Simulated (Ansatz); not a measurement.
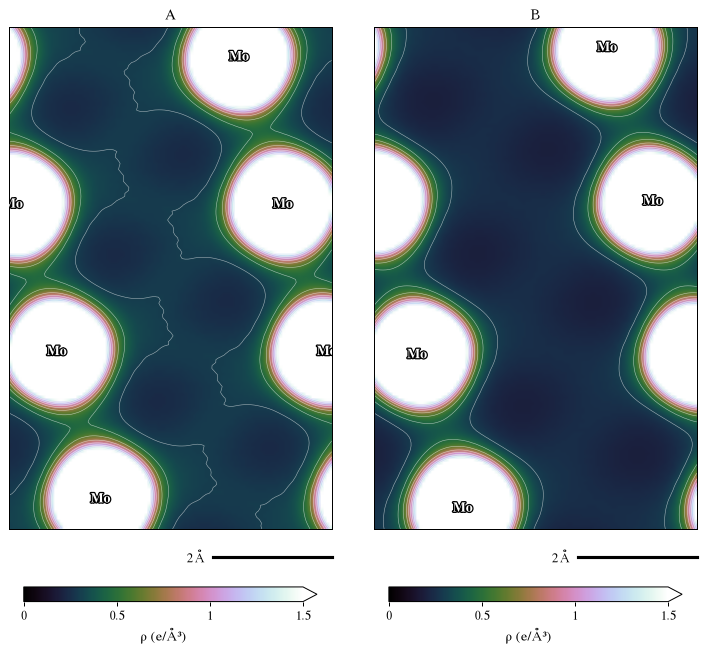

Mo. The valence charge density (pseudo) of two cells that differ in size, on the (11̄0) plane of each (indices in the axes of the calculation cell), at one length scale and on one colour scale: B has 17.0 Å³ an atom and A 15.0.

Theory: DFT, RPBE, plane waves (420 eV) with PAW, scalar-relativistic in Ansatz.

The larger cell:

```
Mo
1.0
    -1.95275    1.95253    1.35057
     1.95253   -1.95275    1.35057
     3.21468    3.21468   -1.35097
Mo
2
Direct
  0.99996 0.00004 0.00000
  0.75004 0.24996 0.50000
```

The smaller cell: a = 2.951 Å, b = 2.951 Å, c = 4.553 Å, α = 97.19°, β = 97.19°, γ = 127.88°.

What does the compression do to the bonding and the properties?

From the larger cell to the smaller, Mo–Mo goes from 2.70 to 2.59 Å, and the density at its midpoint from 0.39 to 0.47 e/Å³; the pressure goes from −8 to 23 GPa.
